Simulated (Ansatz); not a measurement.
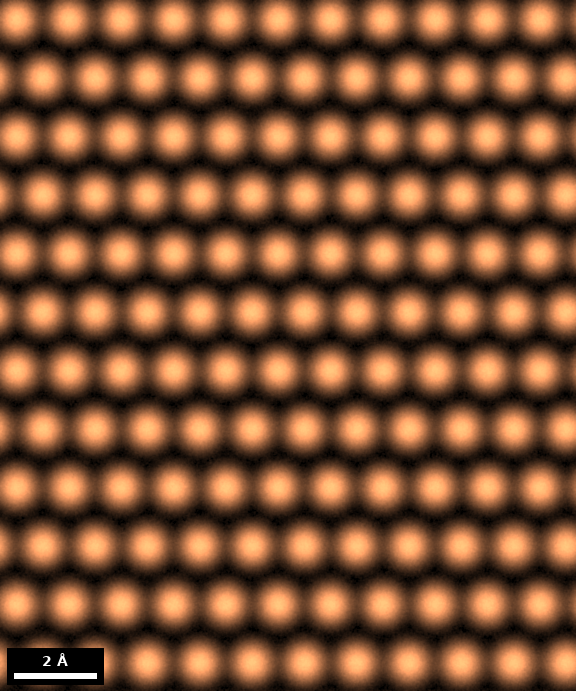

Z-contrast image of a crystal. The image is simulated as a sum over atoms of Z^1.6, blurred by a 0.72 Å probe (no channelling). The display is stretched by a gamma of 0.65; percentages refer to the linear signal. Shot noise was added.

Give the net of the columns and its spacings.

Answer. The pattern repeats on a centred rectangular net of 1.3 × 2.8 Å.

Which plane group does this projection have?

Answer. c2mm: perpendicular mirror lines on a centred net, with further twofold points between them.

How many columns does the smallest repeating cell hold, and how many levels of brightness?

Answer. 1 column in the primitive cell of 1.8 Å², all of one brightness.

The crystal is Zn (Fd-3m, No. 227) seen along [210]. Atomic positions: the input geometry of a calculation; the starting structure was generated, so it need not be a known form of this composition.
